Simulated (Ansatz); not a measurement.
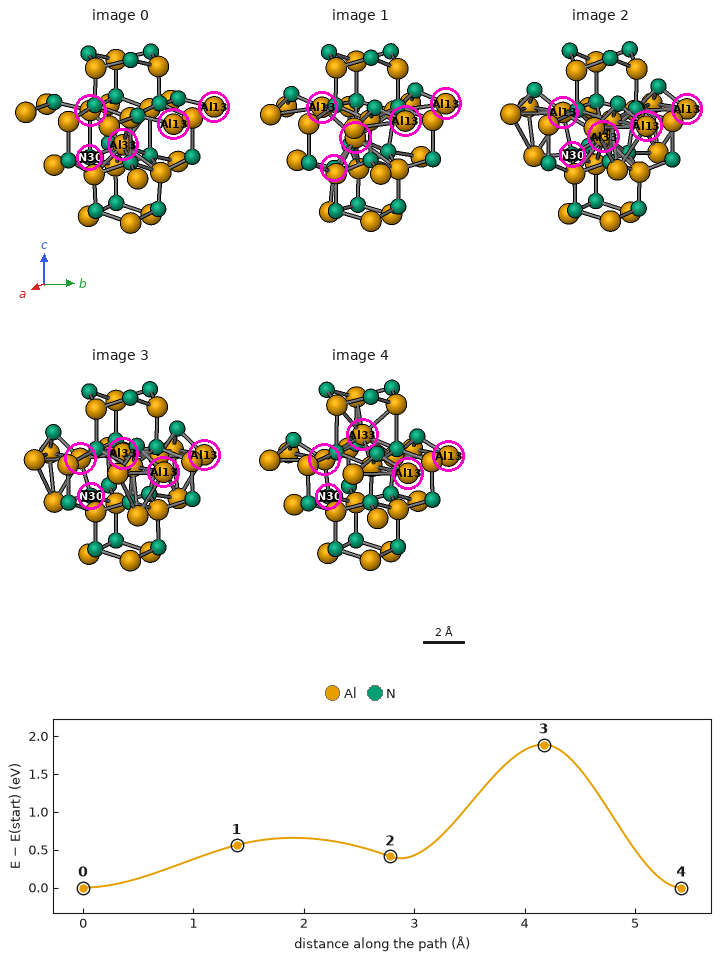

A nudged-elastic-band calculation for a defect cell of composition Al17N16 (33 atoms in the cell). Images are numbered from 0 (start) to 4 (end). A ball-and-stick model of the atoms within 4.9 Å of the middle of the path, seen slightly off an axis. The atoms that move most are ringed. Bonds to atoms that aren't drawn are left out.

The calculation used DFT PBE, scalar-relativistic, plane waves, PAW (Ansatz). Run with plane-wave cutoff 420 eV; k-point mesh 2 × 2 × 2; Gaussian smearing 0.02 eV; 3 movable images; climbing image.

Question: Describe the mechanism and the energy profile.

Answer: The barrier is about 1.89 eV in both directions, with image 3 at the top; the ends have the same energy. The profile has 2 maxima (images 1, 3) with a dip at image 2 (+0.41 eV), so the process runs in steps. The path has more than one stage, and so few images may leave a stage unresolved. An Al atom travels furthest, 2.51 Å from end to end, along +c, on a path that bends up to 0.57 Å away from the straight line. At the highest image its nearest neighbour (N) is 1.80 Å away, against 1.88 Å at the start, and the surrounding atoms stand up to 0.44 Å off the mean of their end positions. The band converged in 25 iterations. The largest component of the band force went from 11 to 0.044 eV/Å. The climbing image converged on the top of the path. Its curvatures weren't checked.

Limits of the set-up: the cell has an odd number of electrons but was run without spin polarisation; the k-point mesh is coarse for a cell with partly filled bands; the periodic images lie only 6.3 Å apart, so the values are limited by the cell's size.

The run took 3.9 min on 4 threads of Intel(R) Xeon(R) Platinum 8375C CPU @ 2.90GHz (Ice Lake), on a shared host, peak memory 1.6 GiB.
